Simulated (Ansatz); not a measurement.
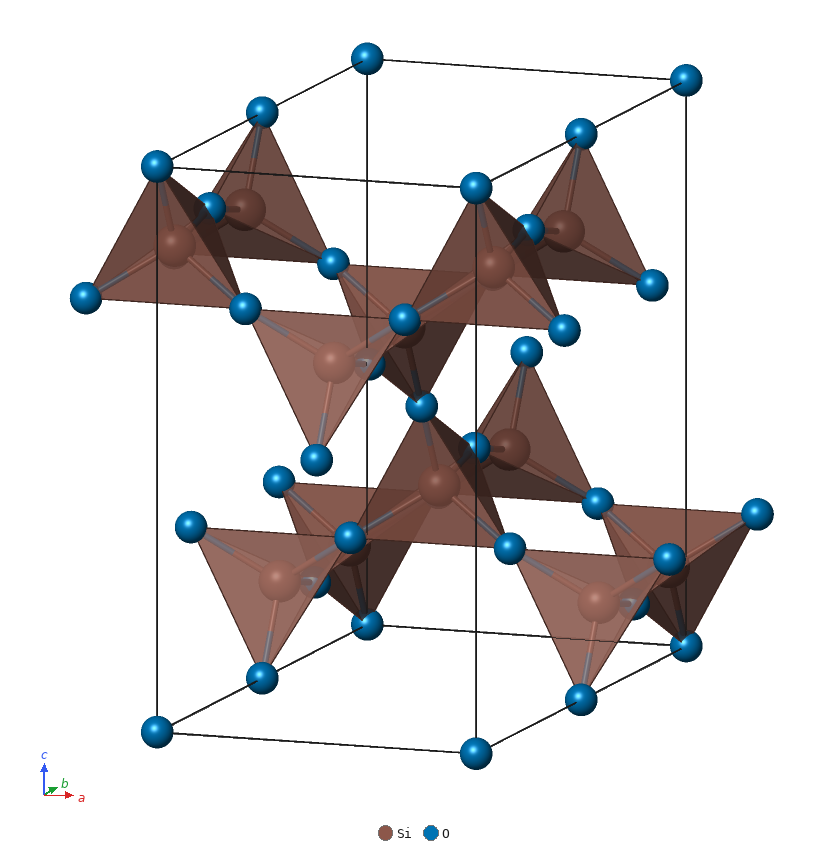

The crystal in a polyhedral representation, seen slightly off an axis. One conventional unit cell is framed, with atoms on its boundary repeated. A few atoms beyond the faces are included.

SiO2, space group Imma (No. 74), a = 5.248 Å, b = 9.507 Å, c = 8.901 Å, α = 90.00°, β = 90.00°, γ = 90.00°. The model was built from a structure listed in the Materials Project. Earlier steps of the study, as a rule a relaxation of our own, may have changed the cell and positions, so they can lie some per cent off the listed ones. It was run through Ansatz as a DFT input.

This one geometry was computed with Ansatz (DFT, plane waves, PAW) at four levels of theory: HSE06, r2SCAN, PBE0 and PBE. It was relaxed beforehand with r2SCAN.

Which level gives the highest pressure at this volume, and what does that say about its equilibrium volume?

Highest: PBE (3.4 GPa), which points to the largest equilibrium volume. Lowest, with the smallest volume: HSE06 (-0.2 GPa), r2SCAN (0.0 GPa) and PBE0 (-0.2 GPa). Levels within 0.5 GPa of each other can't be told apart.

How does the band gap change with the level of theory?

PBE: a gap of 5.48 eV, direct; r2SCAN: a gap of 6.17 eV, direct; HSE06: a gap of 7.17 eV, direct; PBE0: a gap of 7.93 eV, direct.

Collect the results in a table.

| level | cutoff (eV) | k-mesh of the run's cell | gap (eV) | pressure (GPa) |
| --- | --- | --- | --- | --- |
| HSE06 | 420 | 4×4×4 | 7.17 | -0.2 |
| r2SCAN | 500 | 6×6×6 | 6.17 | 0.0 |
| PBE0 | 420 | 4×4×4 | 7.93 | -0.2 |
| PBE | 420 | 6×6×6 | 5.48 | 3.4 |

Gaps are taken on the k-mesh or band path of each run.
